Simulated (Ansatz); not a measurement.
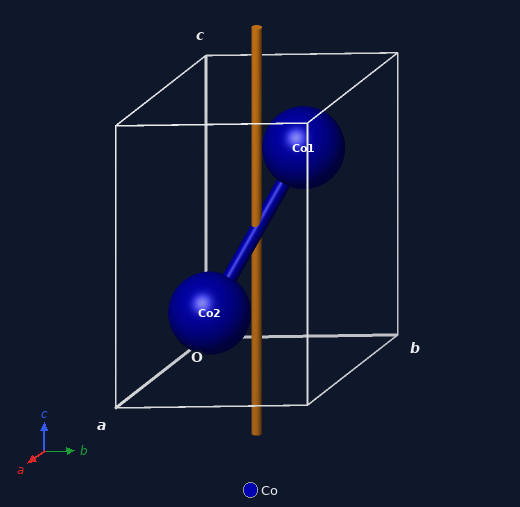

For Co, the geometry relaxed with DFT, BLYP, plane waves (420 eV) with PAW, scalar-relativistic (Ansatz 0.2.0); the starting structure was generated, so it need not be a known form of this composition: the coloured rod is the axis of a symmetry operation of the crystal. Geometry calculated from the standardised cell; symmetry tolerance 0.002 Å.

a = 2.532 Å, b = 2.532 Å, c = 4.090 Å, α = 90.00°, β = 90.00°, γ = 120.00°.

| atom | x | y | z |
| --- | --- | --- | --- |
| Co1 | 0.3333 | 0.6667 | 0.7500 |
| Co2 | 0.6667 | 0.3333 | 0.2500 |

Take the operation x, y, z → −x+1, −y+1, z+1/2.

What kind of operation is it, and where does it lie?

Answer. It is a 2₁ screw rotation with translation (0, 0, 1/2), about the line along [0 0 1] through (1/2, 1/2, 1/2).

Onto which atom does it carry each atom (up to whole multiples of a, b and c)?

Answer. Co1 → Co2, Co2 → Co1.

What is the crystal's space group?

Answer. P6_3/mmc (No. 194).
